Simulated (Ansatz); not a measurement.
## Sc: 6 runs along one coordinate

System: Sc (2 atoms in the cell).
Method: DFT, PBEsol, plane waves (420 eV) with PAW, scalar-relativistic, no spin polarisation (Ansatz 0.2.0).

The 6 runs differ only in the geometry, by an even scaling of the cell at fixed fractional positions.

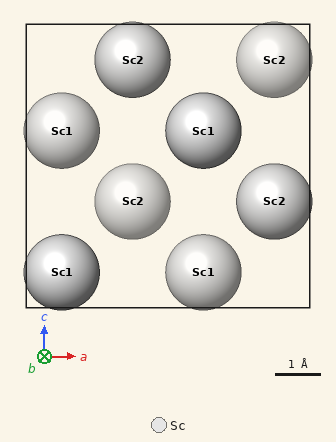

Figure 1. The structure of run 4 (spheres-only view of the cell 4 times as large as that of the calculation, set on its symmetry axes, along the b axis; atoms are numbered from 1 in the order of the input).

**Input of run 4**
```yaml
crystal:
  lattice:
    - [0.0, 3.1912695869, 3.1912695869]
    - [3.1912695869, 0.0, 3.1912695869]
    - [3.1912695869, 3.1912695869, 0.0]
  atoms:
    - { symbol: Sc, position: [0.125, 0.125, 0.125] }
    - { symbol: Sc, position: [0.875, 0.875, 0.875] }
hamiltonian:
  xc: pbesol
  pseudopotentials:
    kind: paw
    azcp:
      Sc: "pseudopotentials/Sc.paw.azcp"
basis:
  ecutwfc: 420
  fft_grid_basis: typed
kpoints:
  mp_grid: { grid: [10, 10, 10], shift: [0, 0, 0] }
magnetization:
  spin_polarized: false
scf:
  occupations: { method: fermi_dirac, width: 0.1 }
  lower_state_search: "off"
output:
  stress: true
```

Run 2 differs from it as follows:
```diff
-    - [0.0, 3.1912695869, 3.1912695869]
-    - [3.1912695869, 0.0, 3.1912695869]
-    - [3.1912695869, 3.1912695869, 0.0]
+    - [0.0, 3.0634795768, 3.0634795768]
+    - [3.0634795768, 0.0, 3.0634795768]
+    - [3.0634795768, 3.0634795768, 0.0]
```

**Results, with one run withheld**

| run | volume per atom (Å³) | free energy per atom, from the lowest run given (meV) | pressure (GPa) |
| --- | --- | --- | --- |
| 1 | 27.500 | 17.62 | 1.77 |
| 2 | 28.750 | ? | ? |
| 3 | 30.000 | 0.05 | 0.50 |
| 4 | 32.501 | 0.00 | −0.43 |
| 5 | 33.751 | 4.65 | −0.75 |
| 6 | 35.001 | 11.44 | −0.99 |

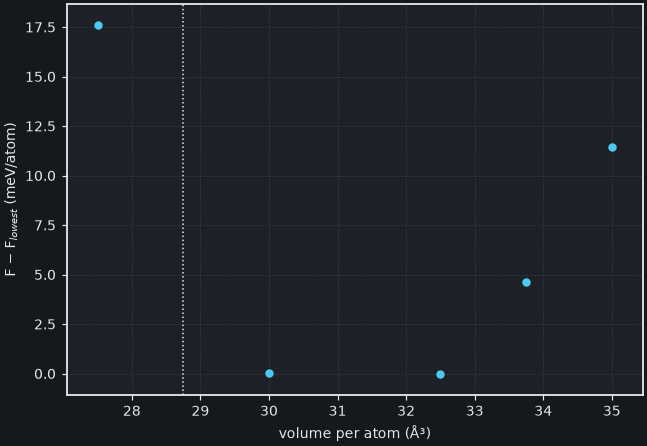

Figure 2. Free energy per atom of the runs given; the dotted line marks run 2.

Fit the runs given and predict run 2.

A cubic polynomial in V^(−2/3) (the Birch–Murnaghan form), fitted to the 5 runs given, misses them by at most 0.04 meV per atom. With x = V^(−2/3) − 0.10015 Å⁻², it reads F = −1.5821 − 355.99 x + 2.4078e+05 x² + 4.3648e+05 x³ (meV per atom). At run 2 it gives 6.13 meV per atom, and the run itself gives 6.32. The slope of the fit gives a pressure −dF/dV of 1.10 GPa there, and the run prints 1.12 GPa. The fit has its minimum at 31.206 Å³ per atom, where V d²F/dV² gives 11.2 GPa: the bulk modulus at this level, since symmetry fixes the shape and the positions.

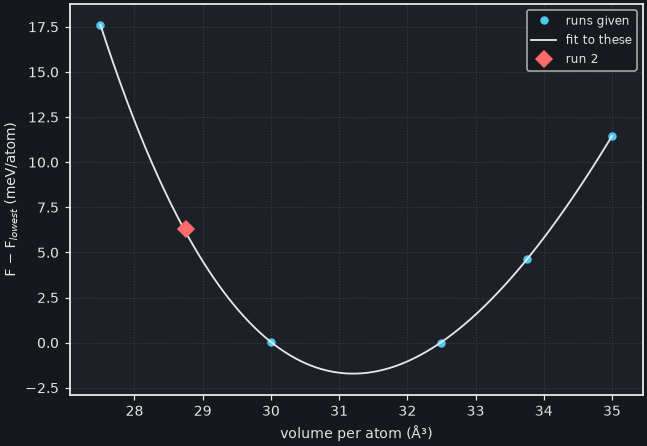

Figure 3. The fit and the withheld run.

**Output, shortened to warnings, some set-up lines, iterations and results (run 2)**
```
Warning: [file] the record states the generating functional pbe (its physics header spells it `PBE`), which answers neither for hamiltonian.xc's functional nor for the pbesol family's — results may be inconsistent (PPs are generated against a specific XC)
Basis set: ecut = 420 eV, 1139 PW (Γ)
Symmetry: 48 space group operations
k-points: 47 of 1000
Initial density: superposition of atomic densities (neutral atoms: chi_scale 0, normalization atom), corrected by the library's trained network
[...]
SCF iter   1: F=—  HF=-4218.739904 eV  |F-HF|=—  |Δ(HF+E_count)|=         —  Δρ=6.19e-3  dr2=2.12e-2  ethr=1.77e-3  ⟨swp⟩=4.0  Hψ=6483  notcnv=0
SCF iter   2: F=—  HF=-4218.737368 eV  |F-HF|=—  |Δ(HF+E_count)|=   2.54e-3  Δρ=3.22e-3  dr2=6.42e-3  ethr=9.65e-5  ⟨swp⟩=1.0  Hψ=1269  notcnv=0
SCF iter   3: F=—  HF=-4218.736802 eV  |F-HF|=—  |Δ(HF+E_count)|=   5.66e-4  Δρ=5.11e-4  dr2=2.62e-4  ethr=2.92e-5  ⟨swp⟩=2.0  Hψ=1025  notcnv=0
SCF iter   4: F=—  HF=-4218.736771 eV  |F-HF|=—  |Δ(HF+E_count)|=   3.15e-5  Δρ=1.18e-4  dr2=1.09e-5  ethr=1.19e-6  ⟨swp⟩=2.0  Hψ=1013  notcnv=0
SCF iter   5: F=—  HF=-4218.736770 eV  |F-HF|=—  |Δ(HF+E_count)|=   1.08e-6  Δρ=2.95e-5  dr2=6.15e-7  ethr=4.95e-8  ⟨swp⟩=1.0  Hψ=893  notcnv=0
SCF iter   6: F=-4218.736770 eV  HF=-4218.736770 eV  |F-HF|=5.23e-9  |Δ(HF+E_count)|=   1.14e-7  Δρ=4.93e-6  dr2=1.02e-8  ethr=4.55e-10  ⟨swp⟩=4.0  Hψ=2339  notcnv=0
SCF 1 converged in 6 iterations: F = -4218.736770 eV  dr2 = 1.02e-8
SCF converged after 6 iterations
Free energy (F): -4218.736770 eV
Harris-Foulkes:  -4218.736770 eV  (|F-HF|=5.23e-9)
Internal energy: -4218.593033 eV  (E = F + TS)
E sigma→0 (E₀):  -4218.664901 eV
Entropy (-TS):   -0.143737 eV (-71.868 meV/atom)
Fermi energy:    7.286910 eV
--- Per-component energies (eV) ---
  E_band       = -380.970314
  E_kinetic    = 523.955351
  E_local      = -2041.969306  (includes V_loc(G=0)·N_el)
  E_nonlocal   = 177.548007
  E_hartree    = 725.801301
  E_xc         = -204.864416
  E_vxc        = -254.800133  (∫ρ·V_xc dr)
  E_paw        = -1867.448624  (= ΣΔE_a)
  E_vpaw       = -237.305468  (= ΣTr[D̂ρ^β])
  E_aug_tail   = 0.000018  (compensation charges beyond the density's cutoff)
  E_ewald      = -1531.873414
  E_core_change = 0.258050  (= ΣΔE_core)
  E_smearing   = -0.143737  (= −TS)
  E_closure    = 0.000000  (closes the sum)
  Σ components = -4218.736770   (vs F -4218.736770, Δ=0.00e0)
--- Stress (GPa, compression-positive) ---
        1.120110      -0.000000      -0.000000
        0.000000       1.120110       0.000000
        0.000000       0.000000       1.120110
  P = ⅓ Tr σ = 1.1201 GPa (11.201 kbar)
```

Warnings of the run: the PAW datasets were made with another functional.
